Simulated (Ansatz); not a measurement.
Band edges of one free-standing InSe layer cut from the bulk crystal (space group of the slab cell P-6m2).

Input file:

```yaml
crystal:
  lattice:
    - [4.04732932, 0.0, 0.0]
    - [-2.02366466, 3.50509, 0.0]
    - [0.0, 0.0, 18.30787464]
  atoms:
    - { symbol: In, position: [0.0, 0.0, 0.57631228] }
    - { symbol: In, position: [0.0, 0.0, 0.42368772] }
    - { symbol: Se, position: [0.33333333, 0.66666667, 0.64496152] }
    - { symbol: Se, position: [0.33333333, 0.66666667, 0.35503848] }
basis:
  ecutwfc: 420
kpoints:
  mp_grid: { grid: [18, 18, 1] }
hamiltonian:
  xc: pbe
scf:
  occupations: { method: gaussian, width: 0.05 }
output:
  forces: true
  eigenvalues: true
  eigenstates:
    nscf_kmesh: { grid: [60, 60, 1] }
    top_band: c6
    de_dk: true
    localisation: true
checkpoint:
  write: ck
  compress: false
  write_wavefunctions: false
  write_every: 100000
```

Run with:

```sh
ansatz run input.yaml --threads 1 --pin off --max-ram 3072MiB --backend cpu --events-out ev --progress --plain --runs-dir out
```

Method: DFT PBE, scalar-relativistic, plane waves, PAW; levels and slopes on a dense k mesh at the converged density (Ansatz). No spin polarisation. k mesh for the levels: 60×60×1. The geometry was not relaxed. The cell comes from a database of computed structures, not from a measurement.

Masses come from a second pass at points close to the extrema; at the energies drawn a band may no longer be parabolic.

The gap is indirect, 1.47 eV at this level of theory (semilocal functionals give gaps that are too small, and can reorder valleys that lie close).

Valence band: six equivalent maxima on the K–Γ line, nearly flat in one direction, with mass 2.05 mₑ across. Band 29 forms the valence edge. The surfaces also take in Γ, where this band lies 0.08 eV below its edge.
Conduction band: one minimum at Γ, mass 0.18 mₑ in all directions; three equivalent minima at M, 0.79 eV above the edge, principal masses 0.31 and 3.63 mₑ. Band 30 forms the conduction edge.

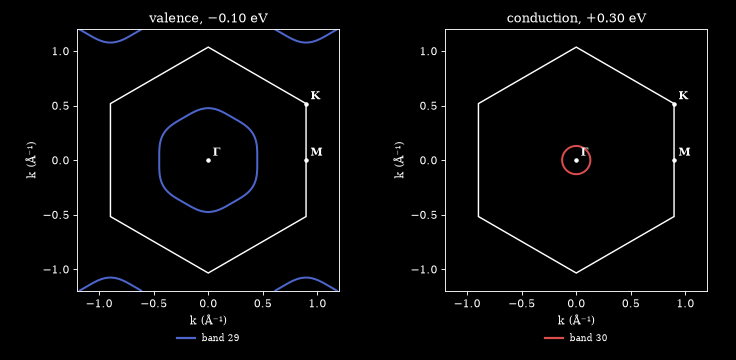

Constant-energy contours near the two band edges, measured from each edge.

Spin-orbit coupling, left out here, can change the gap, its kind, the place of the band edges and the masses, since the compound holds In and Se.

Cost: 4.1 min on 1 thread of Arm Neoverse V2, with other jobs on the host, peak memory 1.5 GiB.
